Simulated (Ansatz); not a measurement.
## Cu: geometry relaxation

Cu (2 atoms in the cell), computed with DFT PBEsol, scalar-relativistic, plane waves, PAW, no spin polarisation (Ansatz 0.2.0).

The structure derives from a Materials Project entry. Figures and captions count atoms from 1; the log counts them from 0 in places.

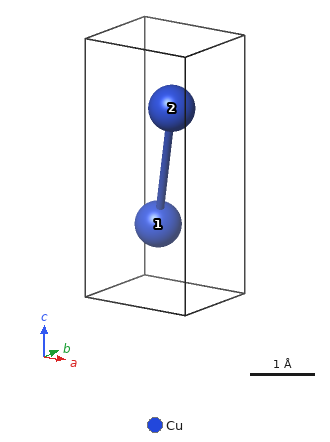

**Figure 1.** The input geometry (ball-and-stick view of the cell of the calculation, seen slightly off an axis; atoms are numbered from 1 in the order of the input). An atom can appear more than once, as a periodic image. Near neighbours in the periodic cell (some may lie outside the picture): Cu has 12 Cu at 2.52 to 2.53 Å.

**Summary**

| quantity | value |
| --- | --- |
| outcome | converged |
| space group (tolerance 0.01 Å) | P6₃/mmc (194) |
| electrons treated | 38 |
| free energy | −13177.5254 eV |
| Fermi energy | 17.438 eV |
| gap on the k-point mesh | none (metallic) |
| pressure | 0.02 GPa |
| final volume | 22.65 Å³ |
| largest force (length of the vector) at the end | under 0.001 eV/Å |
| final cell | a = 2.521 Å, b = 2.521 Å, c = 4.117 Å, α = 90.00°, β = 90.00°, γ = 120.00° |
| hardware | 1 thread of Arm Neoverse V1, 24 GiB of memory available, shared host |
| wall time | 33 s |
| peak memory | 0.38 GiB |

**The input**
```yaml
crystal:
  lattice:
    - [2.5340966698, 0.0, 0.0]
    - [-1.2670483349, 2.1945920917, 0.0]
    - [0.0, 0.0, 4.112571]
  atoms:
    - { symbol: Cu, position: [0.33333333, 0.66666667, 0.25] }
    - { symbol: Cu, position: [0.66666667, 0.33333333, 0.75] }
basis:
  ecutwfc: 420
kpoints:
  mp_grid: { grid: [18, 18, 10] }
hamiltonian:
  xc: pbesol
scf:
  occupations: { method: gaussian, width: 0.1 }
output:
  forces: true
  stress: true
  eigenvalues: true
relax:
  adjacent_minimum: "off"
  f_tol: 0.005
  max_steps: 80
  cell: { stress_tol: 0.05 }
```

Launched with:
```bash
ansatz run input.yaml --threads 1 --pin off --max-ram 2560MiB --backend cpu --events-out ev --progress --plain --runs-dir out
```

**The program's output**
```
Engine: ansatz 0.2.0, aarch64-unknown-linux-gnu
Pseudopotentials: kind: paw
Pseudopotential: Cu, paw, valence charge 19, recommended cutoff 420 eV (normal), Cu.paw.azcp
Functional definition: PBEsol
  exchange = pbesol_x
  correlation = pbesol_c
Crystal: 2 atoms, lattice volume = 22.871 Å³
Basis set: ecut = 420 eV, 451 PW (Γ), exchange–correlation on 36×36×60 points (8 copies of the dense FFT grid, shifted against one another)
Bands: 23, of which v1, the nominal top of the filled ones, is band 19 counted from 1 (18 counted from 0)
Symmetry: 24 space group operations
Space group: P63/mmc (ITA 194), of the structure as read, at distance tolerance 2.8e-5 Å
k-points: 222 of 3240
Non-local potential: Cu, projectors of the file, l = 0: 3, l = 1: 2, l = 2: 3, l = 3: 1
PAW form: soft (Blöchl's): semilocal exchange-correlation on the pseudo side does not see the compensation charge
PAW frozen core: Cu, regenerated for the run's functional, and the local potential with it (the file was generated under x = pbe(κ = 0.804, μ = 0.2195149727645171), c = pbe(β = 0.06672455060314922))
PAW one-centre angular grid: Cu, 590 points (default); XC on 64 Gauss nodes
Initial density: superposition of atomic densities (neutral atoms: chi_scale 0, normalization atom), corrected by the library's trained network
Initial wavefunctions: pseudopotential atomic-orbital guess
Functional: x = pbesol(κ = 0.804, μ = 0.12345679012345678), c = pbesol(β = 0.046)
SCF iter   1: F=—  HF=-13177.536736 eV  |F-HF|=—  |Δ(HF+E_count)|=         —  Δρ=2.19e-2  dr2=5.69e-2  ethr=1.77e-3  ⟨swp⟩=4.9  Hψ=18743  notcnv=0
preconditioner: auto → none  [metal: Δε(μ)=0.007 eV  Ē_g=10.997 eV  σ=0.100 eV  W_gap=0.04  n_scr=8 (ndim 8)  ℏωp=36.4 eV  f_vac=0.000  D(μ)=0.96/eV (n_scr^D=2)  sad-step TF]
SCF iter   2: F=—  HF=-13177.524788 eV  |F-HF|=—  |Δ(HF+E_count)|=   1.19e-2  Δρ=5.45e-3  dr2=3.89e-3  ethr=1.50e-4  ⟨swp⟩=2.5  Hψ=9417  notcnv=0  defer=42
SCF iter   3: F=—  HF=-13177.524038 eV  |F-HF|=—  |Δ(HF+E_count)|=   7.50e-4  Δρ=1.41e-3  dr2=2.58e-4  ethr=1.02e-5  ⟨swp⟩=1.0  Hψ=5075  notcnv=0  defer=42
SCF iter   4: F=—  HF=-13177.523951 eV  |F-HF|=—  |Δ(HF+E_count)|=   8.69e-5  Δρ=8.59e-5  dr2=6.63e-7  ethr=6.79e-7  ⟨swp⟩=2.4  Hψ=7298  notcnv=0  defer=42
SCF iter   5: F=—  HF=-13177.523954 eV  |F-HF|=—  |Δ(HF+E_count)|=   3.55e-6  Δρ=8.90e-6  dr2=3.32e-9  ethr=1.75e-9  ⟨swp⟩=2.0  Hψ=7789  notcnv=0  defer=42
SCF iter   6: F=-13177.523954 eV  HF=-13177.523954 eV  |F-HF|=2.18e-11  |Δ(HF+E_count)|=   8.09e-9  Δρ=5.64e-7  dr2=3.17e-11  ethr=8.74e-12  ⟨swp⟩=2.4  Hψ=16990  notcnv=0
SCF 1 converged in 6 iterations: F = -13177.523954 eV  dr2 = 3.17e-11
  greatest PAW one-centre occupation: 1.000 electrons in one spin orbital (limit 2), on the Cu atom at site 1 (counted from 0), in its partial waves of l = 0
relax step   1: F+E_penalty+E_count = -13177.52395414 eV  Δ(F+E_penalty+E_count) = +0.000e0 eV  max|allowed force component| = 9.252e-18 eV/Å  Δτ_max = 0.0000 Å  P = -1.550 GPa  Ω = 22.871 Å³  (6 SCF iters, dr2 threshold 1.00e-7 eV, accepted)
Crystal: 2 atoms, lattice volume = 22.762 Å³
Initial density: handed on by an earlier stage of this run
Initial wavefunctions: those handed on with the density
iter 1 solved again at ethr=1.56e-6 eV; its pass at ethr=3.10e-3 eV (dr2=5.95e-4 eV) is discarded
SCF iter   1: F=—  HF=-13177.525175 eV  |F-HF|=—  |Δ(HF+E_count)|=         —  Δρ=1.99e-3  dr2=5.73e-4  ethr=1.56e-6  ⟨swp⟩=2.4  Hψ=23138  notcnv=0
preconditioner: auto → none  [metal: Δε(μ)=0.003 eV  Ē_g=11.132 eV  σ=0.100 eV  W_gap=0.02  n_scr=8 (ndim 8)  ℏωp=36.5 eV  f_vac=0.000  D(μ)=0.93/eV (n_scr^D=2)]
SCF iter   2: F=—  HF=-13177.525062 eV  |F-HF|=—  |Δ(HF+E_count)|=   1.13e-4  Δρ=1.71e-4  dr2=2.34e-6  ethr=1.51e-6  ⟨swp⟩=2.1  Hψ=6917  notcnv=0
SCF iter   3: F=—  HF=-13177.525043 eV  |F-HF|=—  |Δ(HF+E_count)|=   1.83e-5  Δρ=1.23e-4  dr2=2.68e-6  ethr=6.15e-9  ⟨swp⟩=2.0  Hψ=9341  notcnv=0
iter 4 did not close the SCF: its close was put off for the readings that it lacked (scf_convergence_deferred on its scf_iter line)
SCF iter   4: F=-13177.525043 eV  HF=-13177.525043 eV  |F-HF|=2.95e-8  |Δ(HF+E_count)|=   6.58e-7  Δρ=1.55e-5  dr2=1.10e-8  ethr=6.15e-9  ⟨swp⟩=2.1  Hψ=6806  notcnv=0
iter 5 did not close the SCF: its close was put off for the readings that it lacked (scf_convergence_deferred on its scf_iter line)
SCF iter   5: F=-13177.525043 eV  HF=-13177.525043 eV  |F-HF|=3.69e-9  |Δ(HF+E_count)|=   3.70e-8  Δρ=4.13e-6  dr2=1.86e-9  ethr=2.90e-11  ⟨swp⟩=2.0  Hψ=9343  notcnv=0
SCF iter   6: F=-13177.525043 eV  HF=-13177.525043 eV  |F-HF|=0.00e0  |Δ(HF+E_count)|=  8.09e-10  Δρ=2.77e-7  dr2=6.27e-12  ethr=4.90e-12  ⟨swp⟩=2.0  Hψ=14546  notcnv=0
SCF 2 converged in 6 iterations: F = -13177.525043 eV  dr2 = 6.27e-12
relax step   2: F+E_penalty+E_count = -13177.52504274 eV  Δ(F+E_penalty+E_count) = -1.089e-3 eV  max|allowed force component| = 1.388e-17 eV/Å  Δτ_max = 0.0000 Å  P = -0.793 GPa  Ω = 22.762 Å³  energy of the carried Pulay correction = +8.064e-5 eV  (6 SCF iters, dr2 threshold 2.00e-7 eV, accepted)
Crystal: 2 atoms, lattice volume = 22.644 Å³
iter 1 solved again at ethr=1.89e-6 eV; its pass at ethr=3.10e-3 eV (dr2=7.19e-4 eV) is discarded
SCF iter   1: F=—  HF=-13177.525714 eV  |F-HF|=—  |Δ(HF+E_count)|=         —  Δρ=2.20e-3  dr2=6.90e-4  ethr=1.89e-6  ⟨swp⟩=2.2  Hψ=23447  notcnv=0
preconditioner: auto → none  [metal: Δε(μ)=0.011 eV  Ē_g=11.181 eV  σ=0.100 eV  W_gap=0.06  n_scr=8 (ndim 8)  ℏωp=36.6 eV  f_vac=0.000  D(μ)=0.95/eV (n_scr^D=2)]
SCF iter   2: F=—  HF=-13177.525576 eV  |F-HF|=—  |Δ(HF+E_count)|=   1.38e-4  Δρ=2.11e-4  dr2=3.24e-6  ethr=1.82e-6  ⟨swp⟩=2.1  Hψ=7018  notcnv=0
SCF iter   3: F=—  HF=-13177.525566 eV  |F-HF|=—  |Δ(HF+E_count)|=   1.07e-5  Δρ=1.47e-4  dr2=3.59e-6  ethr=8.51e-9  ⟨swp⟩=2.0  Hψ=9346  notcnv=0
iter 4 did not close the SCF: its close was put off for the readings that it lacked (scf_convergence_deferred on its scf_iter line)
SCF iter   4: F=-13177.525565 eV  HF=-13177.525565 eV  |F-HF|=3.80e-8  |Δ(HF+E_count)|=   8.43e-7  Δρ=1.87e-5  dr2=1.73e-8  ethr=8.51e-9  ⟨swp⟩=2.1  Hψ=6735  notcnv=0
iter 5 did not close the SCF: its close was put off for the readings that it lacked (scf_convergence_deferred on its scf_iter line)
SCF iter   5: F=-13177.525565 eV  HF=-13177.525565 eV  |F-HF|=5.70e-9  |Δ(HF+E_count)|=   4.70e-8  Δρ=5.11e-6  dr2=2.79e-9  ethr=4.56e-11  ⟨swp⟩=2.0  Hψ=9343  notcnv=0
SCF iter   6: F=-13177.525565 eV  HF=-13177.525565 eV  |F-HF|=2.18e-11  |Δ(HF+E_count)|=   1.24e-9  Δρ=4.18e-7  dr2=1.44e-11  ethr=7.35e-12  ⟨swp⟩=2.0  Hψ=14685  notcnv=0
SCF 3 converged in 6 iterations: F = -13177.525565 eV  dr2 = 1.44e-11
relax step   3: F+E_penalty+E_count = -13177.52556480 eV  Δ(F+E_penalty+E_count) = -5.221e-4 eV  max|allowed force component| = 1.850e-17 eV/Å  Δτ_max = 0.0000 Å  P = +0.052 GPa  Ω = 22.644 Å³  energy of the carried Pulay correction = +1.684e-4 eV  (6 SCF iters, dr2 threshold 2.00e-7 eV, accepted)
Crystal: 2 atoms, lattice volume = 22.650 Å³
iter 1 solved again at ethr=4.21e-9 eV; its pass at ethr=3.10e-3 eV (dr2=1.60e-6 eV) is discarded
SCF iter   1: F=—  HF=-13177.525565 eV  |F-HF|=—  |Δ(HF+E_count)|=         —  Δρ=1.03e-4  dr2=1.52e-6  ethr=4.21e-9  ⟨swp⟩=2.1  Hψ=23749  notcnv=0
preconditioner: auto → none  [metal: Δε(μ)=0.011 eV  Ē_g=11.190 eV  σ=0.100 eV  W_gap=0.06  n_scr=8 (ndim 8)  ℏωp=36.6 eV  f_vac=0.000  D(μ)=0.95/eV (n_scr^D=2)]
SCF iter   2: F=—  HF=-13177.525563 eV  |F-HF|=—  |Δ(HF+E_count)|=   2.61e-6  Δρ=1.21e-5  dr2=9.77e-9  ethr=4.00e-9  ⟨swp⟩=2.1  Hψ=7116  notcnv=0
iter 3 did not close the SCF: its close was put off for the readings that it lacked (scf_convergence_deferred on its scf_iter line)
SCF iter   3: F=-13177.525563 eV  HF=-13177.525563 eV  |F-HF|=5.72e-9  |Δ(HF+E_count)|=   1.81e-8  Δρ=7.52e-6  dr2=8.64e-9  ethr=2.57e-11  ⟨swp⟩=2.0  Hψ=9338  notcnv=0
iter 4 did not close the SCF: its close was put off for the readings that it lacked (scf_convergence_deferred on its scf_iter line)
SCF iter   4: F=-13177.525563 eV  HF=-13177.525563 eV  |F-HF|=1.07e-10  |Δ(HF+E_count)|=   1.85e-9  Δρ=1.08e-6  dr2=6.41e-11  ethr=2.27e-11  ⟨swp⟩=2.2  Hψ=6785  notcnv=0
iter 5 did not close the SCF: its close was put off for the readings that it lacked (scf_convergence_deferred on its scf_iter line)
SCF iter   5: F=-13177.525563 eV  HF=-13177.525563 eV  |F-HF|=1.27e-11  |Δ(HF+E_count)|=  1.31e-10  Δρ=2.17e-7  dr2=5.17e-12  ethr=1.00e-12  ⟨swp⟩=2.2  Hψ=7392  notcnv=0
SCF iter   6: F=-13177.525563 eV  HF=-13177.525563 eV  |F-HF|=3.64e-12  |Δ(HF+E_count)|=  1.82e-12  Δρ=1.96e-8  dr2=3.00e-14  ethr=1.00e-12  ⟨swp⟩=1.0  Hψ=11142  notcnv=0
SCF 4 converged in 6 iterations: F = -13177.525563 eV  dr2 = 3.00e-14
relax step   4: F+E_penalty+E_count = -13177.52556282 eV  Δ(F+E_penalty+E_count) = +1.977e-6 eV  max|allowed force component| = 4.626e-18 eV/Å  Δτ_max = 0.0000 Å  P = +0.010 GPa  Ω = 22.650 Å³  energy of the carried Pulay correction = +1.640e-4 eV  (6 SCF iters, dr2 threshold 2.60e-8 eV, accepted)
Initial wavefunctions: pseudopotential atomic-orbital guess (no wavefunctions were taken with the density)
iter 1 solved again at ethr=8.23e-10 eV; its pass at ethr=3.10e-3 eV (dr2=3.13e-7 eV) is discarded
SCF iter   1: F=—  HF=-13177.525394 eV  |F-HF|=—  |Δ(HF+E_count)|=         —  Δρ=2.73e-5  dr2=2.11e-8  ethr=8.23e-10  ⟨swp⟩=4.3  Hψ=36750  notcnv=0
SCF iter   2: F=—  HF=-13177.525392 eV  |F-HF|=—  |Δ(HF+E_count)|=   2.26e-6  Δρ=1.56e-5  dr2=2.06e-8  ethr=5.55e-11  ⟨swp⟩=2.0  Hψ=9120  notcnv=0
SCF iter   3: F=—  HF=-13177.525392 eV  |F-HF|=—  |Δ(HF+E_count)|=   4.87e-9  Δρ=5.76e-6  dr2=2.58e-9  ethr=5.41e-11  ⟨swp⟩=2.1  Hψ=6493  notcnv=0
iter 4 did not close the SCF: its close was put off for the readings that it lacked (scf_convergence_deferred on its scf_iter line)
SCF iter   4: F=-13177.525392 eV  HF=-13177.525392 eV  |F-HF|=9.09e-12  |Δ(HF+E_count)|=  7.00e-10  Δρ=6.19e-7  dr2=1.81e-11  ethr=6.79e-12  ⟨swp⟩=2.5  Hψ=8479  notcnv=0
iter 5 did not close the SCF: its close was put off for the readings that it lacked (scf_convergence_deferred on its scf_iter line)
SCF iter   5: F=-13177.525392 eV  HF=-13177.525392 eV  |F-HF|=3.64e-12  |Δ(HF+E_count)|=  1.46e-11  Δρ=3.04e-8  dr2=8.75e-14  ethr=1.00e-12  ⟨swp⟩=1.0  Hψ=5106  notcnv=0
iter 6 did not close the SCF: its close was put off for the readings that it lacked (scf_convergence_deferred on its scf_iter line)
SCF iter   6: F=-13177.525392 eV  HF=-13177.525392 eV  |F-HF|=0.00e0  |Δ(HF+E_count)|=  1.82e-12  Δρ=4.69e-9  dr2=1.61e-15  ethr=1.00e-12  ⟨swp⟩=1.0  Hψ=5106  notcnv=0
iter 7 did not close the SCF: its close was put off for the readings that it lacked (scf_convergence_deferred on its scf_iter line)
SCF iter   7: F=-13177.525392 eV  HF=-13177.525392 eV  |F-HF|=3.64e-12  |Δ(HF+E_count)|=  3.64e-12  Δρ=2.37e-10  dr2=5.07e-18  ethr=1.00e-12  ⟨swp⟩=1.0  Hψ=5106  notcnv=0
SCF iter   8: F=-13177.525392 eV  HF=-13177.525392 eV  |F-HF|=3.64e-12  |Δ(HF+E_count)|=  3.64e-12  Δρ=2.44e-11  dr2=5.83e-20  ethr=1.00e-12  ⟨swp⟩=1.5  Hψ=11835  notcnv=0
SCF 5 converged in 8 iterations: F = -13177.525392 eV  dr2 = 5.83e-20
relax step   5: F+E_penalty+E_count = -13177.52539152 eV  Δ(F+E_penalty+E_count) = +1.713e-4 eV  max|allowed force component| = 4.626e-18 eV/Å  Δτ_max = 0.0000 Å  P = +0.019 GPa  Ω = 22.650 Å³  stress off target by 2.94e-2 GPa  SCF on the basis re-selected at this cell (its energy is not comparable with the rows above)  (8 SCF iters)
```

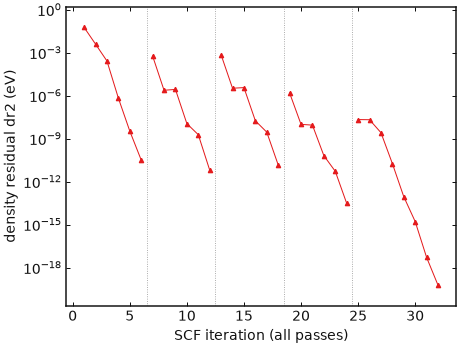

**Figure 2.** Convergence of the self-consistent field: density residual dr2 against the SCF iteration. The dotted lines part the SCF passes of the relaxation: geometry steps, rejected trials and re-solves on a re-selected basis. The 5 passes take 6 to 8 iterations each, 32 in all.

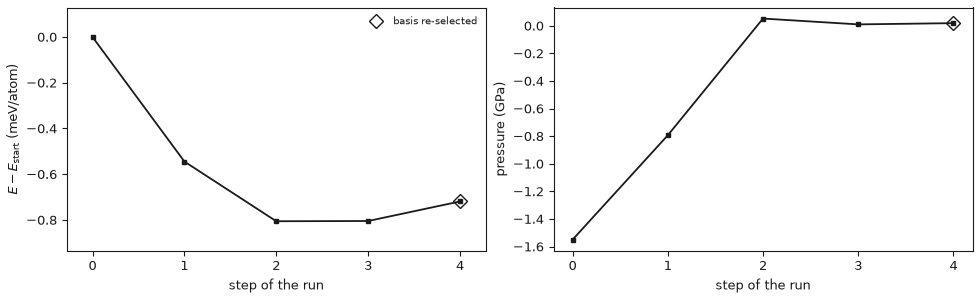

**Figure 3.** Progress of the relaxation, step by step (the first geometry is step 0 here and step 1 in the log).

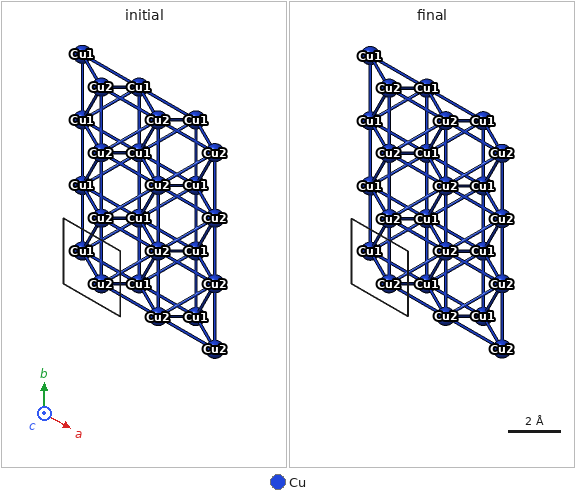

**Figure 4.** Before (left) and after (right) the relaxation, at one scale (ball-and-stick view of the cell of the calculation, repeated 3 × 4 × 1, along the c axis). The energy falls by 0.8 meV per atom in 3 geometry steps. All forces vanish by symmetry, so only the cell relaxes. The pressure goes from −1.55 to 0.02 GPa. The atoms keep their places relative to the cell (all moves are under 0.005 Å). The drawn cell changes as follows: a = b 2.534 → 2.521 Å (−0.5 %), c 4.113 → 4.117 Å (+0.1 %); the volume changes by −1.0 %. Among the contacts that change: Cu1–Cu1 2.534 → 2.521 Å. The space group stays P6_3/mmc (No. 194). A last SCF at the same geometry on a re-selected plane-wave basis shifts the energy by +0.1 meV per atom. (Atoms are counted from 1 in the order of the input.)

```
basis re-selected at this cell: Δ(F+E_penalty+E_count) = +1.713e-4 eV, ΔP = +0.009 GPa vs the last step (what re-selecting the basis moved, of the pressure what is left beyond the Pulay correction that the steps carried, after the strain that the cell walked since its last selection, with what the two solves' SCF thresholds leave and, on support functions, any second-order correction that the steps lacked; it is no measure of the basis error at this ecutwfc). This SCF's stress stands 2.94e-2 GPa from its target on what of the cell is left free (relax.cell.stress_tol is 5.00e-2 GPa) and its largest allowed force component is 4.63e-18 eV/Å (relax.f_tol is 5.00e-3 eV/Å): within both
SCF converged after 8 iterations
Free energy (F): -13177.525392 eV
Harris-Foulkes:  -13177.525392 eV  (|F-HF|=3.64e-12)
Internal energy: -13177.520646 eV  (E = F + TS)
E sigma→0 (E₀):  -13177.523019 eV
Entropy (-TS):   -0.004746 eV (-2.373 meV/atom)
Fermi energy:    17.438478 eV
--- Per-component energies (eV) ---
  E_band       = -691.716676
  E_kinetic    = 601.274480
  E_local      = -7944.376724  (includes V_loc(G=0)·N_el)
  E_nonlocal   = 782.186316
  E_hartree    = 3498.946852
  E_xc         = -178.787867
  E_vxc        = -231.758941  (∫ρ·V_xc dr)
  E_paw        = -3251.642662  (= ΣΔE_a)
  E_vpaw       = -896.936011  (= ΣTr[D̂ρ^β])
  E_aug_tail   = 0.000499  (compensation charges beyond the density's cutoff)
  E_ewald      = -6685.533946
  E_core_change = 0.412404  (= ΣΔE_core)
  E_smearing   = -0.004746  (= −TS)
  E_closure    = -0.000000  (closes the sum)
  Σ components = -13177.525392   (vs F -13177.525392, Δ=0.00e0)
--- Forces (eV/Å), atoms counted from 1 ---
  atom   1  Cu     0.00000000     0.00000000     0.00000000
  atom   2  Cu     0.00000000     0.00000000    -0.00000000
  max |Σ_I F_I| component: 0.00e0 eV/Å
--- Stress (GPa, compression-positive) ---
        0.014057       0.000000      -0.000000
        0.000000       0.014057      -0.000000
       -0.000000      -0.000000       0.029374
  P = ⅓ Tr σ = 0.0192 GPa (0.192 kbar)
--- Band table (eV; the first three rows and the last of 222) ---
  k-point 0: bands = ["-94.8491", "-94.8321", "-52.4295", "-52.3197", "-52.3197", "-52.3013", "-52.3005", "-52.3005", "7.7310", "12.1514", "14.3627", "14.4315", "14.4315", "14.6576", "14.6576", "14.9659", "14.9659", "15.7744", "15.7744", "16.2927", "21.4532", "39.1777", "39.7086"]
  k-point 1: bands = ["-94.8487", "-94.8325", "-52.4264", "-52.3192", "-52.3192", "-52.3044", "-52.3010", "-52.3010", "7.8252", "12.0942", "14.3433", "14.4124", "14.4124", "14.6382", "14.6382", "15.0109", "15.0109", "15.7693", "15.7693", "15.8773", "22.1061", "39.1848", "39.8032"]
  k-point 2: bands = ["-94.8475", "-94.8338", "-52.4174", "-52.3178", "-52.3178", "-52.3136", "-52.3023", "-52.3023", "8.1050", "11.8792", "14.2889", "14.3762", "14.3762", "14.5860", "14.5860", "15.0860", "15.1221", "15.1221", "15.7499", "15.7499", "23.6497", "38.0211", "39.2596"]
  k-point 221: bands = ["-94.8279", "-94.8279", "-52.4039", "-52.4039", "-52.3785", "-52.3785", "-52.3270", "-52.3270", "13.4073", "13.4073", "13.5113", "13.5113", "14.0714", "14.0714", "14.9610", "14.9610", "15.8020", "15.8020", "21.6094", "21.6094", "23.1523", "23.1523", "24.6417"]
--- Relaxed structure (4 steps of the walk, 4 accepted, 1 SCFs on fresh bases) ---
  F+E_penalty+E_count = -13177.52539152 eV   max|allowed force component| = 4.626e-18 eV/Å   (the final SCF, on the basis selected at the relaxed cell)
  cell:  # Å, volume = 22.6499 Å³
    - [2.520591025342597, 4.0118404248367515e-34, -3.295440348973046e-34]
    - [-1.2602955126712985, 2.1828958604977546, -1.7739850786975836e-19]
    - [-5.3481513049233536e-34, -3.3243715844458814e-19, 4.116523266841266]
  atoms:
    - { symbol: Cu, position: [0.33333333333333326, 0.6666666666666665, 0.25] }
    - { symbol: Cu, position: [0.6666666666666666, 0.33333333333333326, 0.75] }
```

**Trajectory as extended XYZ (Å, eV, eV/Å), 5 frames, from step=1 to step=5**
```
2
Lattice="2.5341 0.0000 0.0000 -1.2670 2.1946 0.0000 0.0000 0.0000 4.1126" Properties=species:S:1:pos:R:3:forces:R:3 step=1 energy=-13177.52395 pressure_GPa=-1.55
Cu    0.0000    1.4631    1.0281    0.0000   0.0000   0.0000
Cu    1.2670    0.7315    3.0844    0.0000   0.0000   0.0000
2
Lattice="2.5282 0.0000 0.0000 -1.2641 2.1895 0.0000 0.0000 0.0000 4.1121" Properties=species:S:1:pos:R:3:forces:R:3 step=2 energy=-13177.52504 pressure_GPa=-0.79
Cu    0.0000    1.4597    1.0280    0.0000   0.0000   0.0000
Cu    1.2641    0.7298    3.0840    0.0000   0.0000   0.0000
2
Lattice="2.5206 0.0000 0.0000 -1.2603 2.1829 0.0000 0.0000 0.0000 4.1154" Properties=species:S:1:pos:R:3:forces:R:3 step=3 energy=-13177.52556 pressure_GPa=0.05
Cu    0.0000    1.4553    1.0289    0.0000   0.0000   0.0000
Cu    1.2603    0.7276    3.0866    0.0000   0.0000   0.0000
2
Lattice="2.5206 0.0000 0.0000 -1.2603 2.1829 0.0000 0.0000 0.0000 4.1165" Properties=species:S:1:pos:R:3:forces:R:3 step=4 energy=-13177.52556 pressure_GPa=0.01
Cu    0.0000    1.4553    1.0291    0.0000   0.0000   0.0000
Cu    1.2603    0.7276    3.0874    0.0000   0.0000   0.0000
2
Lattice="2.5206 0.0000 0.0000 -1.2603 2.1829 0.0000 0.0000 0.0000 4.1165" Properties=species:S:1:pos:R:3:forces:R:3 step=5 energy=-13177.52539 pressure_GPa=0.02
Cu    0.0000    1.4553    1.0291    0.0000   0.0000   0.0000
Cu    1.2603    0.7276    3.0874    0.0000   0.0000   0.0000
```
